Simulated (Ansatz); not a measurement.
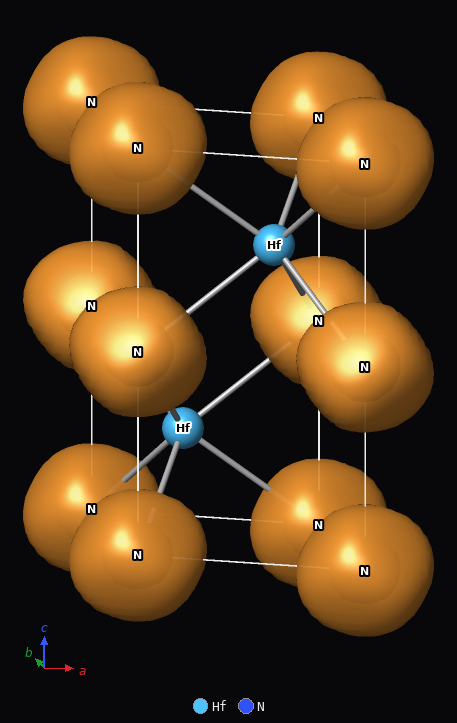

Figure 1: HfN. Isosurface of the electron localisation function at 0.7 (orange), seen slightly off an axis. Core shells and regions of very low density are left out. Sticks mark near contacts.

Space group P6₃/mmc; a structure from a database of computed crystals, not necessarily the ambient phase.

All numbers below come from Ansatz, DFT LDA, plane waves, PAW.

> Where are the electrons localised?

At this value the surface marks out two regions wrapped around N (the valence shell of each), counted in one cell of 4 atoms. Regions shared between cells count once. Along the contacts the grid gives the following. Hf–N (2.26 Å): the ELF peaks at about 0.80 in the valence shell of N, 0.6 Å from its nucleus, and is about 0.20 at the midpoint; no shared electron pair shows on this line. Hf–Hf (3.13 Å): the ELF is about 0.20 at the midpoint; no localised pair shows between them.
